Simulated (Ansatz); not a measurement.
# Run report: B6As, geometry relaxation (part 1 of 2)

System: B6As (R-3m, 14 atoms in the cell).
Method: DFT r2SCAN, scalar-relativistic, plane waves, PAW, no spin polarisation (Ansatz 0.2.0).

The structure derives from a Materials Project entry. It belongs to a series of runs on one base structure; here: structure listed in a database for this formula (R-3m, No. 166).

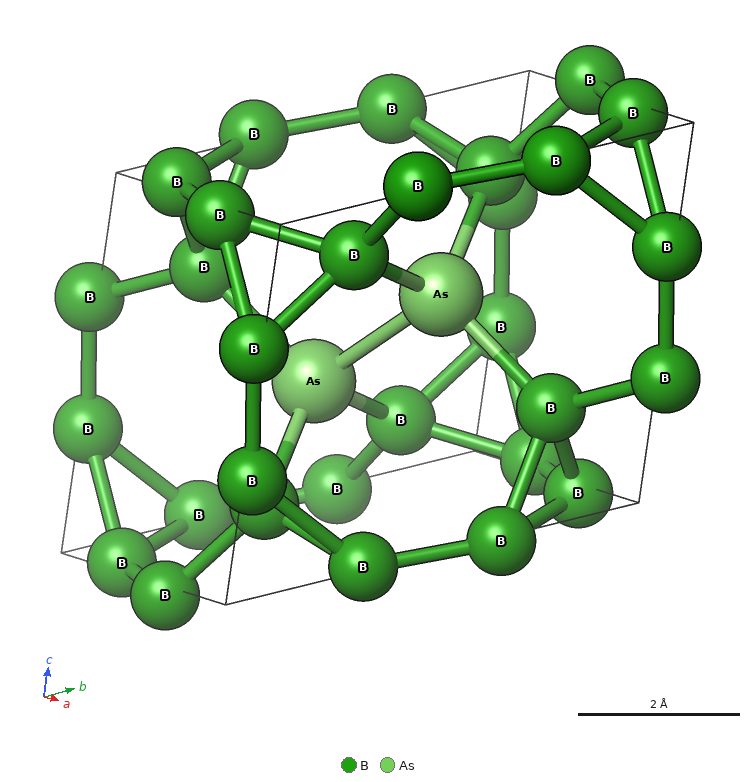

The starting structure (ball-and-stick view of the cell of the calculation, seen slightly off an axis). Near neighbours in the crystal (not all of them lie inside the picture): B has 6 B at 1.77 to 1.90 Å; B has 1 As at 2.00 Å and 5 B at 1.73 to 1.81 Å; As has 1 As at 2.39 Å and 3 B at 2.00 Å.

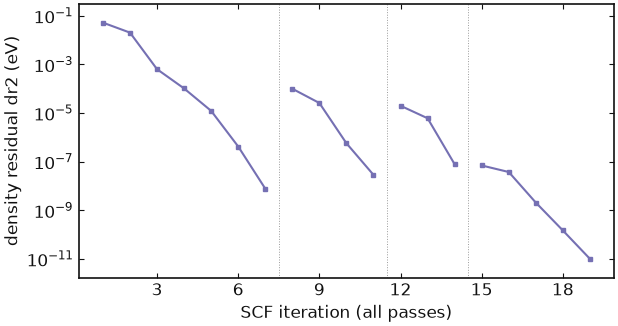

Convergence of the self-consistent field: density residual dr2 against the SCF iteration. The dotted lines part the SCF passes of the relaxation: geometry steps, rejected trials and re-solves on a re-selected basis. The passes take 7, 4, 3 and 5 iterations.

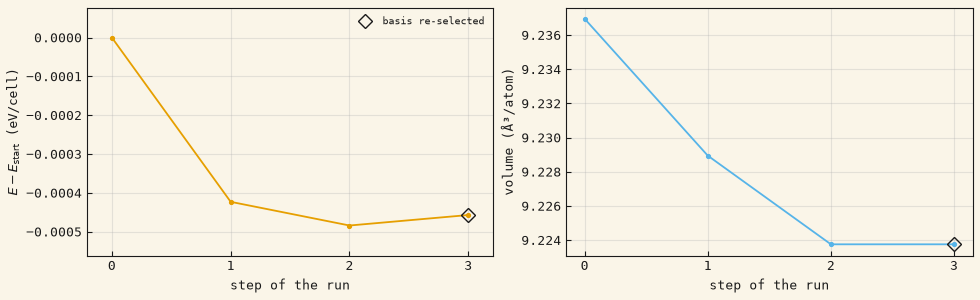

Progress of the relaxation, step by step (the first geometry is step 0 here and step 1 in the log). No atom moves by more than 0.005 Å relative to the cell. Cell: a = b = c 5.317 → 5.316 Å (0.0 %). Volume −0.1 %. Distances before and after: As13–As14 2.392 → 2.388 Å. The space group stays R-3m (No. 166). Over 2 geometry steps the energy falls by 0.5 meV per cell of the calculation. Largest force component: 0.037 eV/Å at the start, 0.005 eV/Å at the end. The pressure goes from −0.30 to 0.00 GPa. A last SCF at the same geometry on a re-selected plane-wave basis shifts the energy by +0.0 meV per cell of the calculation. (Atoms are counted from 1 in the order of the input.)

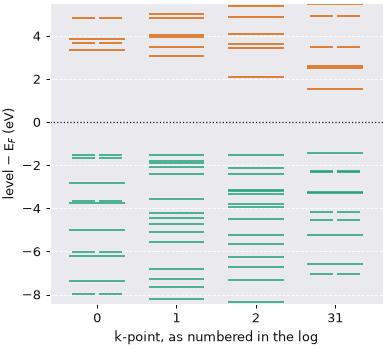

Kohn–Sham levels near the Fermi level (dotted) at the few k-points that the log prints; levels within 0.02 eV of each other stand side by side. Among these points the highest filled and lowest empty levels are 2.97 eV apart; the gap on the full mesh, 2.88 eV, has an edge at a point that isn't printed.

The input that produced these results follows, with the program's output.

The input
```yaml
crystal:
  lattice:
    - [3.0684222178, 1.7715543935, 3.9649353976]
    - [-3.0684222178, 1.7715543935, 3.9649353976]
    - [0.0, -3.5431087869, 3.9649353976]
  atoms:
    - { symbol: B, position: [0.01528972, 0.01528972, 0.32487848] }
    - { symbol: B, position: [0.01528972, 0.32487848, 0.01528972] }
    - { symbol: B, position: [0.8218557, 0.27248649, 0.8218557] }
    - { symbol: B, position: [0.8218557, 0.8218557, 0.27248649] }
    - { symbol: B, position: [0.27248649, 0.8218557, 0.8218557] }
    - { symbol: B, position: [0.72751351, 0.1781443, 0.1781443] }
    - { symbol: B, position: [0.1781443, 0.72751351, 0.1781443] }
    - { symbol: B, position: [0.1781443, 0.1781443, 0.72751351] }
    - { symbol: B, position: [0.98471028, 0.67512152, 0.98471028] }
    - { symbol: B, position: [0.98471028, 0.98471028, 0.67512152] }
    - { symbol: B, position: [0.67512152, 0.98471028, 0.98471028] }
    - { symbol: B, position: [0.32487848, 0.01528972, 0.01528972] }
    - { symbol: As, position: [0.60055235, 0.60055235, 0.60055235] }
    - { symbol: As, position: [0.39944765, 0.39944765, 0.39944765] }
basis:
  ecutwfc: 500
kpoints:
  mp_grid: { grid: [6, 6, 6] }
hamiltonian:
  xc: r2scan
scf:
  occupations: { method: gaussian, width: 0.02 }
output:
  forces: true
  stress: true
  eigenvalues: true
relax:
  adjacent_minimum: "off"
  f_tol: 0.01
  max_steps: 80
  cell: { stress_tol: 0.05 }
```

Run as:
```bash
ansatz run input.yaml --threads 1 --pin off --max-ram 2560MiB --backend cpu --events-out ev --progress --plain --runs-dir out
```

Output
```
Engine: ansatz 0.2.0, x86_64-unknown-linux-gnu
Pseudopotentials: kind: paw
Pseudopotential: B, paw, valence charge 3, recommended cutoff 500 eV (meta_gga), B.paw.azcp
Pseudopotential: As, paw, valence charge 15, recommended cutoff 500 eV (meta_gga), As.paw.azcp
Functional definition: r2SCAN
  parameter k0 = 0.174
  parameter k1 = 0.065
  parameter a1 = 4.9479
  exchange = r2scan_x(k0 = k0, k1 = k1, a1 = a1)
  correlation = r2scan_c
Crystal: 14 atoms, lattice volume = 129.317 Å³
Basis set: ecut = 500 eV, 3285 PW (Γ), exchange–correlation on 160×160×160 points (64 copies of the dense FFT grid, shifted against one another)
Bands: 47, of which v1, the nominal top of the filled ones, is band 33 counted from 1 (32 counted from 0)
Symmetry: 12 space group operations
Space group: R-3m (ITA 166), of the structure as read, at distance tolerance 5.1e-5 Å
k-points: 32 of 216
Non-local potential: B, projectors of the file, l = 0: 2, l = 1: 2, l = 2: 1
Non-local potential: As, projectors of the file, l = 0: 2, l = 1: 2, l = 2: 3, l = 3: 1
PAW form: soft (Blöchl's): semilocal exchange-correlation on the pseudo side does not see the compensation charge
PAW frozen core: B, regenerated for the run's functional (the file was generated under x = pbe(κ = 0.804, μ = 0.2195149727645171), c = pbe(β = 0.06672455060314922))
PAW frozen core: As, regenerated for the run's functional (the file was generated under x = pbe(κ = 0.804, μ = 0.2195149727645171), c = pbe(β = 0.06672455060314922))
PAW one-centre angular grid: B, 302 points (default); XC on 160 Gauss nodes
PAW one-centre angular grid: As, 590 points (default); XC on 160 Gauss nodes
Initial density: superposition of atomic densities (neutral atoms: chi_scale 0, normalization atom), corrected by the library's trained network
Initial wavefunctions: pseudopotential atomic-orbital guess
Functional: x = r2scan, c = r2scan; τ floored in thin density (d = 2e-4 eV/Å³)
SCF iter   1: F=—  HF=-11610.438318 eV  |F-HF|=—  |Δ(HF+E_count)|=         —  Δρ=6.54e-3  dr2=5.20e-2  dr2_τ=1.63e0  ethr=1.77e-3  ⟨swp⟩=6.2  Hψ=6625  notcnv=0  defer=54
preconditioner: auto → Resta (q_TF=auto, 2.439 Å⁻¹)  ε∞=4.1  [insulator: Δε(μ)=2.931 eV  Ē_g=12.646 eV  σ=0.020 eV  W_gap=1.00  n_scr=32 (ndim 8)  ℏωp=22.1 eV  f_vac=0.000  D(μ)=0.00/eV (n_scr^D=0)  ε∞_Penn≈4.1]
SCF iter   2: F=—  HF=-11610.742789 eV  |F-HF|=—  |Δ(HF+E_count)|=   3.04e-1  Δρ=4.46e-3  dr2=2.02e-2  dr2_τ=1.89e-4  ethr=7.88e-5  ⟨swp⟩=3.0  Hψ=2905  notcnv=0  defer=235
SCF iter   3: F=—  HF=-11610.743007 eV  |F-HF|=—  |Δ(HF+E_count)|=   2.18e-4  Δρ=6.86e-4  dr2=6.32e-4  dr2_τ=7.53e-5  ethr=3.07e-5  ⟨swp⟩=3.2  Hψ=2253  notcnv=0  defer=235
SCF iter   4: F=—  HF=-11610.742444 eV  |F-HF|=—  |Δ(HF+E_count)|=   5.64e-4  Δρ=3.14e-4  dr2=1.02e-4  dr2_τ=9.44e-6  ethr=9.58e-7  ⟨swp⟩=2.0  Hψ=2482  notcnv=0  defer=235
SCF iter   5: F=—  HF=-11610.742459 eV  |F-HF|=—  |Δ(HF+E_count)|=   1.56e-5  Δρ=1.04e-4  dr2=1.22e-5  dr2_τ=3.64e-7  ethr=1.54e-7  ⟨swp⟩=2.0  Hψ=1986  notcnv=0  defer=235
SCF iter   6: F=—  HF=-11610.742467 eV  |F-HF|=—  |Δ(HF+E_count)|=   7.40e-6  Δρ=1.87e-5  dr2=4.17e-7  dr2_τ=1.50e-8  ethr=1.84e-8  ⟨swp⟩=2.0  Hψ=1945  notcnv=0  defer=235
SCF iter   7: F=-11610.742467 eV  HF=-11610.742467 eV  |F-HF|=3.26e-9  |Δ(HF+E_count)|=   3.78e-7  Δρ=2.84e-6  dr2=7.71e-9  dr2_τ=4.90e-10  ethr=1.52e-10  ⟨swp⟩=11.0  Hψ=7279  notcnv=0
SCF 1 converged in 7 iterations: F = -11610.742467 eV  dr2 = 7.71e-9
  greatest PAW one-centre occupation: 0.999 electrons in one spin orbital (limit 2), on the As atom at site 13 (counted from 0), in its partial waves of l = 2
relax step   1: F+E_penalty+E_count = -11610.74246717 eV  Δ(F+E_penalty+E_count) = +0.000e0 eV  max|allowed force component| = 3.710e-2 eV/Å  Δτ_max = 0.0000 Å  P = -0.297 GPa  Ω = 129.317 Å³  (7 SCF iters, dr2 threshold 1.00e-7 eV, accepted)
Crystal: 14 atoms, lattice volume = 129.205 Å³
Initial density: handed on by an earlier stage of this run
Initial wavefunctions: those handed on with the density
iter 1 solved again at ethr=1.68e-7 eV; its pass at ethr=3.10e-3 eV (dr2=1.11e-4 eV) is discarded
SCF iter   1: F=—  HF=-11610.742814 eV  |F-HF|=—  |Δ(HF+E_count)|=         —  Δρ=2.52e-4  dr2=9.93e-5  dr2_τ=6.59e-5  ethr=1.68e-7  ⟨swp⟩=3.1  Hψ=5587  notcnv=0
preconditioner: auto → Resta (q_TF=auto, 2.439 Å⁻¹)  ε∞=4.1  [insulator: Δε(μ)=2.881 eV  Ē_g=12.638 eV  σ=0.020 eV  W_gap=1.00  n_scr=32 (ndim 8)  ℏωp=22.2 eV  f_vac=0.000  D(μ)=0.00/eV (n_scr^D=0)  ε∞_Penn≈4.1]
SCF iter   2: F=—  HF=-11610.742890 eV  |F-HF|=—  |Δ(HF+E_count)|=   7.60e-5  Δρ=1.41e-4  dr2=2.57e-5  dr2_τ=3.17e-7  ethr=1.50e-7  ⟨swp⟩=2.0  Hψ=1905  notcnv=0
SCF iter   3: F=—  HF=-11610.742889 eV  |F-HF|=—  |Δ(HF+E_count)|=   1.01e-6  Δρ=2.18e-5  dr2=5.67e-7  dr2_τ=1.97e-8  ethr=3.90e-8  ⟨swp⟩=2.1  Hψ=2099  notcnv=0
SCF iter   4: F=-11610.742890 eV  HF=-11610.742890 eV  |F-HF|=1.42e-8  |Δ(HF+E_count)|=   1.91e-7  Δρ=4.59e-6  dr2=2.85e-8  dr2_τ=8.19e-10  ethr=4.18e-10  ⟨swp⟩=7.2  Hψ=6566  notcnv=0
SCF 2 converged in 4 iterations: F = -11610.742890 eV  dr2 = 2.85e-8
relax step   2: F+E_penalty+E_count = -11610.74288962 eV  Δ(F+E_penalty+E_count) = -4.225e-4 eV  max|allowed force component| = 1.098e-2 eV/Å  Δτ_max = 0.0027 Å  P = -0.099 GPa  Ω = 129.205 Å³  energy of the carried Pulay correction = +1.329e-5 eV  (4 SCF iters, dr2 threshold 2.76e-7 eV, accepted)
Crystal: 14 atoms, lattice volume = 129.133 Å³
iter 1 solved again at ethr=3.09e-8 eV; its pass at ethr=3.10e-3 eV (dr2=2.04e-5 eV) is discarded
SCF iter   1: F=—  HF=-11610.742946 eV  |F-HF|=—  |Δ(HF+E_count)|=         —  Δρ=9.95e-5  dr2=1.98e-5  dr2_τ=5.98e-6  ethr=3.09e-8  ⟨swp⟩=2.0  Hψ=5261  notcnv=0
preconditioner: auto → Resta (q_TF=auto, 2.440 Å⁻¹)  ε∞=4.1  [insulator: Δε(μ)=2.879 eV  Ē_g=12.641 eV  σ=0.020 eV  W_gap=1.00  n_scr=32 (ndim 8)  ℏωp=22.2 eV  f_vac=0.000  D(μ)=0.00/eV (n_scr^D=0)  ε∞_Penn≈4.1]
SCF iter   2: F=—  HF=-11610.742952 eV  |F-HF|=—  |Δ(HF+E_count)|=   6.32e-6  Δρ=5.73e-5  dr2=6.06e-6  dr2_τ=4.12e-8  ethr=2.99e-8  ⟨swp⟩=2.3  Hψ=1857  notcnv=0
SCF iter   3: F=-11610.742951 eV  HF=-11610.742951 eV  |F-HF|=1.77e-8  |Δ(HF+E_count)|=   1.22e-6  Δρ=7.54e-6  dr2=7.77e-8  dr2_τ=3.02e-9  ethr=1.41e-10  ⟨swp⟩=6.8  Hψ=7105  notcnv=0
SCF 3 converged in 3 iterations: F = -11610.742951 eV  dr2 = 7.77e-8
relax step   3: F+E_penalty+E_count = -11610.74295062 eV  Δ(F+E_penalty+E_count) = -6.100e-5 eV  max|allowed force component| = 4.919e-3 eV/Å  Δτ_max = 0.0004 Å  P = -0.000 GPa  Ω = 129.133 Å³  energy of the carried Pulay correction = +2.190e-5 eV  (3 SCF iters, dr2 threshold 9.28e-8 eV, accepted)
Initial wavefunctions: pseudopotential atomic-orbital guess (no wavefunctions were taken with the density)
iter 1 solved again at ethr=3.17e-7 eV; its pass at ethr=3.10e-3 eV (dr2=2.09e-4 eV) is discarded
SCF iter   1: F=—  HF=-11610.742925 eV  |F-HF|=—  |Δ(HF+E_count)|=         —  Δρ=7.43e-6  dr2=6.93e-8  dr2_τ=4.16e-9  ethr=3.17e-7  ⟨swp⟩=3.4  Hψ=10848  notcnv=0
eigensolver tolerance schedule: the retry pair's looser diagonalisation over-reported the residual by 3023.71 of it (diagonalisation noise at 0.45 of the residual, at the tolerance the schedule requests for it); recorded, not acted on — ethr = c·dr2/N_el stays at c = 1.0e-1
preconditioner: auto → Resta (q_TF=auto, 2.440 Å⁻¹)  ε∞=4.1  [insulator: Δε(μ)=2.878 eV  Ē_g=12.641 eV  σ=0.020 eV  W_gap=1.00  n_scr=32 (ndim 8)  ℏωp=22.2 eV  f_vac=0.000  D(μ)=0.00/eV (n_scr^D=0)  ε∞_Penn≈4.1]
SCF iter   2: F=—  HF=-11610.742924 eV  |F-HF|=—  |Δ(HF+E_count)|=   1.33e-6  Δρ=5.04e-6  dr2=3.73e-8  dr2_τ=4.87e-10  ethr=1.05e-10  ⟨swp⟩=2.6  Hψ=2659  notcnv=0
SCF iter   3: F=—  HF=-11610.742924 eV  |F-HF|=—  |Δ(HF+E_count)|=   1.22e-8  Δρ=1.18e-6  dr2=2.06e-9  dr2_τ=1.01e-10  ethr=5.66e-11  ⟨swp⟩=2.0  Hψ=2527  notcnv=0
SCF iter   4: F=—  HF=-11610.742924 eV  |F-HF|=—  |Δ(HF+E_count)|=   2.01e-9  Δρ=3.72e-7  dr2=1.47e-10  dr2_τ=1.19e-11  ethr=3.13e-12  ⟨swp⟩=2.0  Hψ=2553  notcnv=0
SCF iter   5: F=-11610.742924 eV  HF=-11610.742924 eV  |F-HF|=5.46e-12  |Δ(HF+E_count)|=  2.00e-11  Δρ=1.09e-7  dr2=1.00e-11  dr2_τ=4.63e-13  ethr=1.00e-12  ⟨swp⟩=4.8  Hψ=4667  notcnv=0
SCF 4 converged in 5 iterations: F = -11610.742924 eV  dr2 = 1.00e-11
```
